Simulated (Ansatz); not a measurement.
# AgCl: what the fields show

The calculation's input:

```
crystal:
  lattice:
    - [0.0, 2.6883141882, 2.6883141882]
    - [2.6883141882, 0.0, 2.6883141882]
    - [2.6883141882, 2.6883141882, 0.0]
  atoms:
    - { symbol: Ag, position: [0.0, 0.0, 0.0] }
    - { symbol: Cl, position: [0.5, 0.5, 0.5] }
basis:
  ecutwfc: 420
kpoints:
  mp_grid: { grid: [8, 8, 8] }
hamiltonian:
  xc: pbe
scf:
  occupations: { method: gaussian, width: 0.02 }
output:
  forces: true
  stress: true
  eigenvalues: true
  write_density: true
  write_potential: true
  elf: true
  volumetric_format: npy
```

Run with:

```sh
ansatz run input.yaml --threads 1 --pin off --max-ram 2560MiB --backend cpu --events-out ev --progress --plain --runs-dir out
```

Below, planes, directions and counts refer to the conventional cell (a = 5.38 Å, b = 5.38 Å, c = 5.38 Å, α = 90.00°, β = 90.00°, γ = 90.00°).

Space group Fm-3m; changed on purpose from its base cell (volume × 0.88); computed pressure about 8 GPa in this cell.

These are results of DFT PBE, scalar-relativistic, plane waves, PAW in Ansatz, not measurements.

Core electrons are frozen (PAW), and the valence fields are smoothed inside the atomic spheres.

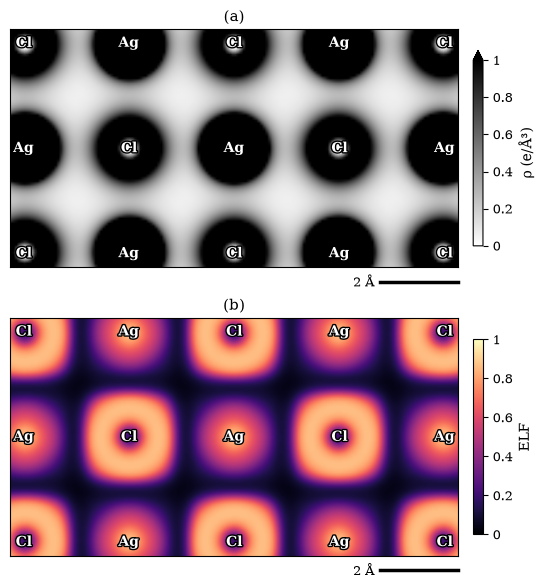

Figure 1. (a) valence electron density; (b) electron localisation function on the (100) plane of the conventional cell.

Describe what can be read from this map.

- The plane passes through Ag and Cl nuclei.
- Ag–Cl (2.69 Å): ρ at the midpoint is about 0.27 e/Å³; the ELF peaks at about 0.85 in the valence shell of Cl, 0.7 Å from its nucleus, and drops to about 0.10 between the two atoms; no localised pair shows between them.
- Between the atoms the lowest density in this plane is 0.06 e/Å³.
- The features right at Ag lie inside the PAW spheres, where the map follows smoothed inner orbitals and isn't to be read closely.

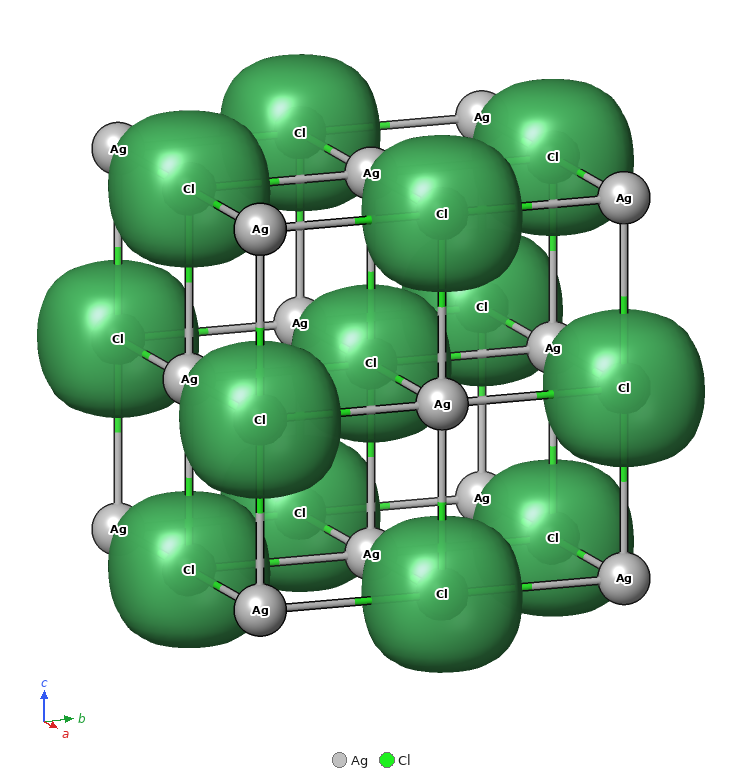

Figure 2. Isosurface of the ELF at 0.65 (green), seen slightly off an axis. Only the valence region is drawn (cores and ρ < 0.01 e/Å³ removed). Sticks mark near contacts.

Where are the electrons localised?

At this value the surface marks out four regions wrapped around Cl (the valence shell of each), counted in one cell of 8 atoms. Any copies at cell faces, edges or corners count once.

Metal or insulator at this level of theory?

It is gapped, with a Kohn–Sham gap of 0.91 eV on the k-point mesh (the band edges may lie off the mesh, which would make the gap smaller).
